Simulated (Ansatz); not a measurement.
# Run report: Ir, geometry relaxation (part 1 of 2)

System: Ir (slab, 8 atoms in the cell).
Method: DFT PBE+D3(BJ), scalar-relativistic, plane waves, PAW, no spin polarisation (Ansatz 0.2.0).

The structure derives from an entry of the Crystallography Open Database. The input holds or restrains some coordinates. Forces given for the steps count only the free coordinates. Figures and captions count atoms from 1; the log counts them from 0 in places.

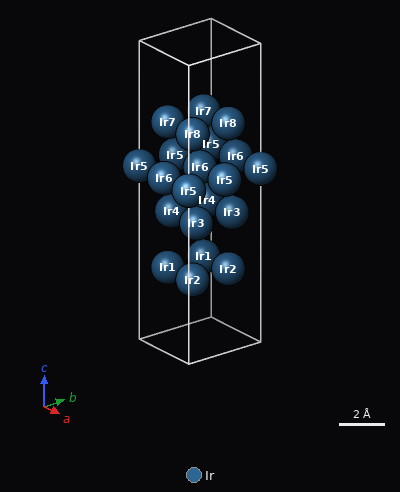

Fig. 1: The structure as given in the input (spheres-only view of the 1 × 2 repeat of the cell, with the vacuum cut short, seen slightly off an axis; atoms are numbered from 1 in the order of the input). An atom can appear more than once, as a periodic image.

## Key numbers

| quantity | value |
| --- | --- |
| outcome | converged under the restraints of the input |
| electrons treated | 136 |
| free energy | −95483.2819 eV |
| work function, top face | 5.43 eV |
| work function, bottom face | 5.45 eV |
| Fermi energy | 6.255 eV |
| gap on the k-point mesh | none (metallic) |
| final volume | 302.12 Å³ |
| work function (upper face) | 5.43 eV |
| largest force (length of the vector) at the end, held atoms and coordinates included | 0.295 eV/Å |
| hardware | 2 threads of Intel Xeon (Granite Rapids), 96 GiB of memory available, shared host |
| wall time | 48 s (CPU time 95 s) |
| peak memory | 0.88 GiB |

## Remarks

The program warns: the exchange-correlation potential is rough where the density is thin. Spin–orbit coupling is left out, which matters for Ir.

## Input file
```yaml
crystal:
  lattice:
    - [5.4313532988, 0.0, 0.0]
    - [-1.3578383247, 2.3518449668, 0.0]
    - [0.0, 0.0, 23.6520220974]
  atoms:
    - { symbol: Ir, position: [0.3333333333, 0.3333333333, 0.3593773067] }
    - { symbol: Ir, position: [0.8333333333, 0.3333333333, 0.3593773067] }
    - { symbol: Ir, position: [0.6666666667, 0.6666666667, 0.4531257689] }
    - { symbol: Ir, position: [0.1666666667, 0.6666666667, 0.4531257689] }
    - { symbol: Ir, position: [0.0, 0.0, 0.5468742311] }
    - { symbol: Ir, position: [0.5, 0.0, 0.5468742311] }
    - { symbol: Ir, position: [0.3333333333, 0.3333333333, 0.6406226933] }
    - { symbol: Ir, position: [0.8333333333, 0.3333333333, 0.6406226933] }
basis:
  ecutwfc: 420
kpoints:
  mp_grid: { grid: [6, 12, 1] }
hamiltonian:
  xc: pbe
  dispersion: d3bj
scf:
  occupations: { method: gaussian, width: 0.1 }
output:
  forces: true
  eigenvalues: true
  write_density: true
  write_potential: true
  elf: true
  volumetric_format: npy
relax:
  adjacent_minimum: "off"
  f_tol: 0.03
  max_steps: 70
  constraints: [{ sites: [0, 1, 2, 3] }]
efield:
  axis: 3
  dipole_correction: true
```

Launch command:
```bash
ansatz run input.yaml --threads 2 --pin off --max-ram 5120MiB --backend cpu --events-out ev --progress --plain --runs-dir out
```

## The program's output
```
Engine: ansatz 0.2.0, x86_64-unknown-linux-gnu
Pseudopotentials: kind: paw
Pseudopotential: Ir, paw, valence charge 17, recommended cutoff 420 eV (normal), Ir.paw.azcp
Functional definition: PBE
  parameter kappa = 0.804
  parameter beta = 0.06672455060314922
  exchange = pbe_x(kappa = kappa, mu = beta*pi^2/3)
  correlation = pbe_c(beta = beta)
Crystal: 8 atoms, lattice volume = 302.124 Å³
Basis set: ecut = 420 eV, 5905 PW (Γ), exchange–correlation on 80×40×320 points (8 copies of the dense FFT grid, shifted against one another)
Bands: 82, of which v1, the nominal top of the filled ones, is band 68 counted from 1 (67 counted from 0)
Symmetry: 4 space group operations
k-points: 25 of 72 (time reversal used)
Non-local potential: Ir, projectors of the file, l = 0: 3, l = 1: 2, l = 2: 2, l = 3: 1
PAW form: soft (Blöchl's): semilocal exchange-correlation on the pseudo side does not see the compensation charge
PAW one-centre angular grid: Ir, 590 points (default); XC on 64 Gauss nodes
Initial density: superposition of atomic densities (neutral atoms: chi_scale 0, normalization atom), corrected by the library's trained network
Initial wavefunctions: pseudopotential atomic-orbital guess
Functional: x = pbe(κ = 0.804, μ = 0.2195149727645171), c = pbe(β = 0.06672455060314922)
SCF iter   1: F=—  HF=-95483.267697 eV  |F-HF|=—  |Δ(HF+E_count)|=         —  Δρ=6.45e-3  dr2=6.53e-1  ethr=1.77e-3  p=0.000 e·Å  D=9.03e-14 V/Å  ΔV_dip=-0.00 eV  dr2_dipole=3.01e-7  V_vac-E_F(+/−)=5.16/5.16 eV  ⟨swp⟩=7.6  Hψ=8836  notcnv=0  defer=15
efield: sawtooth ramp at fractional position 0.9500 (placed from the atoms, in the widest stretch of the axis that holds none; the zero of the levels goes with the place), width 0.1000; the density the first Hamiltonian is built on has a dipole p = 0.000 e·Å; the dipole correction subtracts the counter field D = 9.03e-14 V/Å, which shifts the + side's vacuum level by -0.00 eV against the − side's; the planar-averaged density in the ramp window peaks in size at 3.7e-5 e/Å³
preconditioner: auto → LDOS  [metal: Δε(μ)=0.060 eV  Ē_g=6.229 eV  σ=0.100 eV  W_gap=0.33  n_scr=56 (ndim 8)  ℏωp=18.1 eV  f_vac=0.564  D(μ)=9.04/eV (n_scr^D=48)  β→1.0]
SCF iter   2: F=—  HF=-95483.267500 eV  |F-HF|=—  |Δ(HF+E_count)|=   1.97e-4  Δρ=2.76e-3  dr2=4.55e-2  ethr=4.80e-4  p=0.000 e·Å  D=2.85e-5 V/Å  ΔV_dip=-0.00 eV  dr2_dipole=1.85e-8  V_vac-E_F(+/−)=5.40/5.40 eV  ⟨swp⟩=1.5  Hψ=2522  notcnv=0  defer=62
SCF iter   3: F=—  HF=-95483.261625 eV  |F-HF|=—  |Δ(HF+E_count)|=   5.88e-3  Δρ=9.60e-4  dr2=5.19e-3  ethr=3.35e-5  p=0.000 e·Å  D=7.88e-6 V/Å  ΔV_dip=-0.00 eV  dr2_dipole=7.53e-8  V_vac-E_F(+/−)=5.44/5.44 eV  ⟨swp⟩=2.1  Hψ=2813  notcnv=0  defer=62
SCF iter   4: F=—  HF=-95483.261399 eV  |F-HF|=—  |Δ(HF+E_count)|=   2.25e-4  Δρ=1.77e-4  dr2=1.25e-4  ethr=3.81e-6  p=0.000 e·Å  D=6.37e-6 V/Å  ΔV_dip=-0.00 eV  dr2_dipole=1.46e-8  V_vac-E_F(+/−)=5.44/5.44 eV  ⟨swp⟩=1.4  Hψ=2167  notcnv=0  defer=62
iter 5 did not close the SCF: its close was put off for the readings that it lacked (scf_convergence_deferred on its scf_iter line)
SCF iter   5: F=-95483.261432 eV  HF=-95483.261442 eV  |F-HF|=1.03e-5  |Δ(HF+E_count)|=   4.26e-5  Δρ=5.23e-5  dr2=1.67e-5  ethr=9.19e-8  p=0.000 e·Å  D=2.34e-6 V/Å  ΔV_dip=-0.00 eV  dr2_dipole=3.52e-10  V_vac-E_F(+/−)=5.45/5.45 eV  ⟨swp⟩=2.8  Hψ=3990  notcnv=0  defer=62
SCF iter   6: F=-95483.261434 eV  HF=-95483.261443 eV  |F-HF|=9.63e-6  |Δ(HF+E_count)|=   1.55e-6  Δρ=3.41e-5  dr2=1.12e-5  ethr=1.22e-8  p=-0.000 e·Å  D=-3.08e-7 V/Å  ΔV_dip=0.00 eV  dr2_dipole=3.10e-11  V_vac-E_F(+/−)=5.45/5.45 eV  ⟨swp⟩=20.0  Hψ=21591  notcnv=0
SCF 1 converged in 6 iterations: F = -95483.261434 eV  dr2 = 1.12e-5
  greatest PAW one-centre occupation: 1.000 electrons in one spin orbital (limit 2), on the Ir atom at site 3 (counted from 0), in its partial waves of l = 0
relax step   1: F+E_penalty+E_count = -95483.26143373 eV  Δ(F+E_penalty+E_count) = +0.000e0 eV  max|allowed force component| = 3.406e-1 eV/Å  Δτ_max = 0.0000 Å  (6 SCF iters, dr2 threshold 2.25e-5 eV, accepted)
Initial density: handed on by an earlier stage of this run
Initial wavefunctions: those handed on with the density
iter 1 solved again at ethr=1.29e-3 eV; its pass at ethr=3.10e-3 eV (dr2=1.75e0 eV) is discarded
SCF iter   1: F=—  HF=-95483.257474 eV  |F-HF|=—  |Δ(HF+E_count)|=         —  Δρ=9.19e-3  dr2=1.71e0  ethr=1.29e-3  p=-0.000 e·Å  D=-5.08e-7 V/Å  ΔV_dip=0.00 eV  dr2_dipole=7.30e-1  V_vac-E_F(+/−)=5.43/5.43 eV  ⟨swp⟩=1.5  Hψ=7178  notcnv=0  defer=114
efield: sawtooth ramp at fractional position 0.9500 (handed on by an earlier solve), width 0.1000; the density the first Hamiltonian is built on has a dipole p = -0.000 e·Å; the dipole correction subtracts the counter field D = -5.08e-7 V/Å, which shifts the + side's vacuum level by +0.00 eV against the − side's; the planar-averaged density in the ramp window peaks in size at 2.7e-6 e/Å³
preconditioner: auto → LDOS  [metal: Δε(μ)=0.071 eV  Ē_g=6.404 eV  σ=0.100 eV  W_gap=0.37  n_scr=56 (ndim 8)  ℏωp=18.1 eV  f_vac=0.573  D(μ)=8.53/eV (n_scr^D=42)  β→1.0]
SCF iter   2: F=—  HF=-95483.233817 eV  |F-HF|=—  |Δ(HF+E_count)|=   2.37e-2  Δρ=3.21e-3  dr2=7.54e-2  ethr=1.26e-3  p=0.014 e·Å  D=8.46e-3 V/Å  ΔV_dip=-0.20 eV  dr2_dipole=9.57e-3  V_vac-E_F(+/−)=5.28/5.48 eV  ⟨swp⟩=2.0  Hψ=2894  notcnv=0  defer=115
SCF iter   3: F=—  HF=-95483.225694 eV  |F-HF|=—  |Δ(HF+E_count)|=   8.12e-3  Δρ=1.83e-3  dr2=3.26e-2  ethr=5.54e-5  p=0.001 e·Å  D=4.07e-4 V/Å  ΔV_dip=-0.01 eV  dr2_dipole=1.61e-3  V_vac-E_F(+/−)=5.42/5.43 eV  ⟨swp⟩=2.6  Hψ=3548  notcnv=0  defer=117
SCF iter   4: F=—  HF=-95483.218729 eV  |F-HF|=—  |Δ(HF+E_count)|=   6.96e-3  Δρ=2.64e-4  dr2=2.85e-4  ethr=2.40e-5  p=0.005 e·Å  D=2.80e-3 V/Å  ΔV_dip=-0.07 eV  dr2_dipole=1.69e-5  V_vac-E_F(+/−)=5.38/5.44 eV  ⟨swp⟩=2.4  Hψ=3061  notcnv=0  defer=117
SCF iter   5: F=—  HF=-95483.218750 eV  |F-HF|=—  |Δ(HF+E_count)|=   2.06e-5  Δρ=1.11e-4  dr2=1.00e-4  ethr=2.09e-7  p=0.004 e·Å  D=2.34e-3 V/Å  ΔV_dip=-0.06 eV  dr2_dipole=3.29e-6  V_vac-E_F(+/−)=5.39/5.44 eV  ⟨swp⟩=3.0  Hψ=4083  notcnv=0  defer=118
SCF iter   6: F=—  HF=-95483.218744 eV  |F-HF|=—  |Δ(HF+E_count)|=   5.93e-6  Δρ=3.89e-5  dr2=9.04e-6  ethr=7.35e-8  p=0.004 e·Å  D=2.12e-3 V/Å  ΔV_dip=-0.05 eV  dr2_dipole=6.24e-7  V_vac-E_F(+/−)=5.39/5.44 eV  ⟨swp⟩=2.3  Hψ=2997  notcnv=0  defer=118
SCF iter   7: F=-95483.218748 eV  HF=-95483.218747 eV  |F-HF|=1.31e-6  |Δ(HF+E_count)|=   3.34e-6  Δρ=1.52e-5  dr2=8.49e-7  ethr=5.33e-9  p=0.003 e·Å  D=2.05e-3 V/Å  ΔV_dip=-0.05 eV  dr2_dipole=4.73e-9  V_vac-E_F(+/−)=5.39/5.44 eV  ⟨swp⟩=22.9  Hψ=20822  notcnv=0
SCF 2 converged in 7 iterations: F = -95483.218748 eV  dr2 = 8.49e-7
  greatest PAW one-centre occupation: 1.000 electrons in one spin orbital (limit 2), on the Ir atom at site 5 (counted from 0), in its partial waves of l = 0
relax step   2: F+E_penalty+E_count = -95483.21874849 eV  Δ(F+E_penalty+E_count) = +4.269e-2 eV  max|allowed force component| = 7.023e-1 eV/Å  Δτ_max = 0.1544 Å  (7 SCF iters, dr2 threshold 7.25e-6 eV, rejected (line search))
iter 1 solved again at ethr=4.84e-4 eV; its pass at ethr=3.10e-3 eV (dr2=6.59e-1 eV) is discarded
SCF iter   1: F=—  HF=-95483.298421 eV  |F-HF|=—  |Δ(HF+E_count)|=         —  Δρ=5.79e-3  dr2=7.30e-1  ethr=4.84e-4  p=0.003 e·Å  D=2.05e-3 V/Å  ΔV_dip=-0.05 eV  dr2_dipole=3.16e-1  V_vac-E_F(+/−)=5.41/5.46 eV  ⟨swp⟩=1.9  Hψ=6826  notcnv=0  defer=123
efield: sawtooth ramp at fractional position 0.9500 (handed on by an earlier solve), width 0.1000; the density the first Hamiltonian is built on has a dipole p = 0.003 e·Å; the dipole correction subtracts the counter field D = 2.05e-3 V/Å, which shifts the + side's vacuum level by -0.05 eV against the − side's; the planar-averaged density in the ramp window peaks in size at 1.3e-6 e/Å³
eigensolver tolerance schedule calibrated: the retry pair's looser diagonalisation under-reported the residual by θ = 0.10 (0.12/decade); ethr = c·dr2/N_el runs at the constant in force after the calibration composes with the one it found (an armed cap, an earlier calibration), c = 6.9e-2
preconditioner: auto → LDOS  [metal: Δε(μ)=0.069 eV  Ē_g=6.293 eV  σ=0.100 eV  W_gap=0.38  n_scr=56 (ndim 8)  ℏωp=18.1 eV  f_vac=0.565  D(μ)=9.07/eV (n_scr^D=52)  β→1.0]
SCF iter   2: F=—  HF=-95483.286809 eV  |F-HF|=—  |Δ(HF+E_count)|=   1.16e-2  Δρ=2.06e-3  dr2=2.36e-2  ethr=3.68e-4  p=-0.003 e·Å  D=-1.92e-3 V/Å  ΔV_dip=0.05 eV  dr2_dipole=7.58e-5  V_vac-E_F(+/−)=5.48/5.44 eV  ⟨swp⟩=2.0  Hψ=2818  notcnv=0  defer=123
SCF iter   3: F=—  HF=-95483.288003 eV  |F-HF|=—  |Δ(HF+E_count)|=   1.19e-3  Δρ=1.77e-3  dr2=2.82e-2  ethr=1.19e-5  p=0.004 e·Å  D=2.18e-3 V/Å  ΔV_dip=-0.05 eV  dr2_dipole=2.48e-8  V_vac-E_F(+/−)=5.40/5.45 eV  ⟨swp⟩=3.3  Hψ=4431  notcnv=0  defer=123
SCF iter   4: F=—  HF=-95483.282014 eV  |F-HF|=—  |Δ(HF+E_count)|=   5.99e-3  Δρ=2.51e-4  dr2=4.80e-4  ethr=1.19e-5  p=0.001 e·Å  D=3.30e-4 V/Å  ΔV_dip=-0.01 eV  dr2_dipole=1.06e-7  V_vac-E_F(+/−)=5.44/5.44 eV  ⟨swp⟩=2.1  Hψ=3112  notcnv=0  defer=123
SCF iter   5: F=—  HF=-95483.281894 eV  |F-HF|=—  |Δ(HF+E_count)|=   1.19e-4  Δρ=7.52e-5  dr2=4.96e-5  ethr=2.42e-7  p=0.001 e·Å  D=5.12e-4 V/Å  ΔV_dip=-0.01 eV  dr2_dipole=3.95e-6  V_vac-E_F(+/−)=5.43/5.44 eV  ⟨swp⟩=3.0  Hψ=4015  notcnv=0  defer=123
SCF iter   6: F=—  HF=-95483.281930 eV  |F-HF|=—  |Δ(HF+E_count)|=   3.52e-5  Δρ=2.42e-5  dr2=4.10e-6  ethr=2.50e-8  p=0.001 e·Å  D=6.23e-4 V/Å  ΔV_dip=-0.01 eV  dr2_dipole=4.14e-7  V_vac-E_F(+/−)=5.43/5.45 eV  ⟨swp⟩=2.1  Hψ=2986  notcnv=0  defer=125
SCF iter   7: F=—  HF=-95483.281931 eV  |F-HF|=—  |Δ(HF+E_count)|=   1.75e-6  Δρ=9.45e-6  dr2=4.40e-7  ethr=2.07e-9  p=0.001 e·Å  D=6.68e-4 V/Å  ΔV_dip=-0.02 eV  dr2_dipole=1.98e-8  V_vac-E_F(+/−)=5.43/5.45 eV  ⟨swp⟩=3.0  Hψ=3652  notcnv=0  defer=125
SCF iter   8: F=-95483.281932 eV  HF=-95483.281932 eV  |F-HF|=4.40e-8  |Δ(HF+E_count)|=   5.14e-7  Δρ=2.95e-6  dr2=6.78e-8  ethr=5.04e-11  p=0.001 e·Å  D=7.07e-4 V/Å  ΔV_dip=-0.02 eV  dr2_dipole=2.69e-8  V_vac-E_F(+/−)=5.43/5.45 eV  ⟨swp⟩=21.2  Hψ=18367  notcnv=0
SCF 3 converged in 8 iterations: F = -95483.281932 eV  dr2 = 6.78e-8
relax step   3: F+E_penalty+E_count = -95483.28193192 eV  Δ(F+E_penalty+E_count) = -2.050e-2 eV  max|allowed force component| = 2.147e-2 eV/Å  Δτ_max = 0.0609 Å  (8 SCF iters, accepted)
```

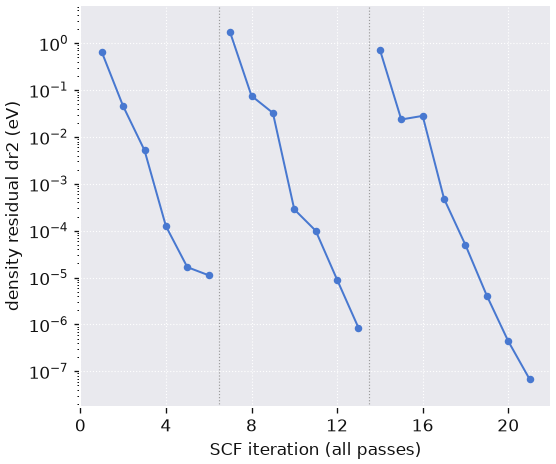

Fig. 2: Convergence of the self-consistent field: density residual dr2 against the SCF iteration. The dotted lines part the SCF passes of the relaxation: geometry steps, rejected trials and re-solves on a re-selected basis. The passes take 6, 7 and 8 iterations.

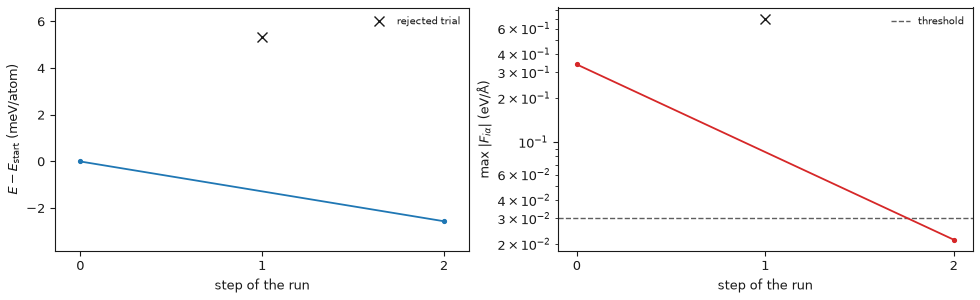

Fig. 3: Progress of the restrained relaxation, step by step (the first geometry is step 0 here and step 1 in the log).

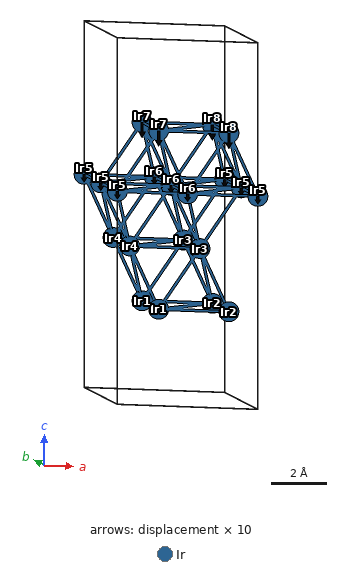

Fig. 4: The starting structure with the displacements as black arrows, magnified 10 times (ball-and-stick view of the 1 × 2 repeat of the cell, with the vacuum cut short, seen slightly off an axis). The largest moves, 0.061 Å, are those of Ir7 and Ir8. The lattice vectors keep their values. Among the contacts that change: Ir3–Ir5 2.716 → 2.690 Å. The energy falls by 2.6 meV per atom in 2 geometry steps. Largest force component: 0.34 eV/Å at the start, 0.021 eV/Å at the end. The line search rejected the trial step at point 1 (counted from 0) and went back. (Atoms are counted from 1 in the order of the input.)
